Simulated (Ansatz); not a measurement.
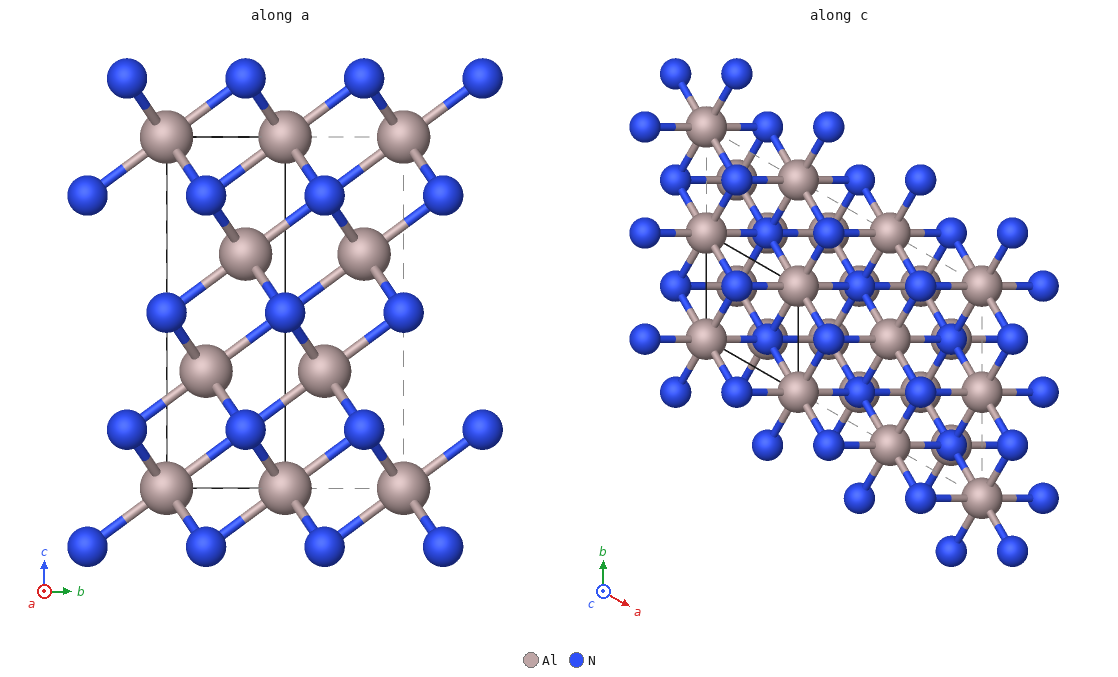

The image is a ball-and-stick drawing of a crystal, viewed along the a axis and along the c axis. A 3×2×1 array of cells is drawn; the conventional unit cell has the solid edges. Some atoms of the next cells are drawn as well.

AlN, space group R-3m (No. 166), a = 2.74 Å, b = 2.74 Å, c = 7.03 Å, α = 90.00°, β = 90.00°, γ = 120.00°.

Run with G0W0 on PBE, plane waves, PAW (Ansatz) and these settings: E_cut = 420 eV, k-points about 0.47 Å⁻¹ apart, no spin polarisation.

### Classify it as metallic or gapped, with the value.

An insulator at this level, with a gap of 4.49 eV, indirect; the smallest direct gap is 6.44 eV.

It goes back to a structure type filled with these elements by a generator (whether the compound takes this form wasn't checked). Earlier steps of the study, as a rule a relaxation of our own, may have changed the cell and positions, so they can lie some per cent off the listed ones. It was run through Ansatz as a DFT input.
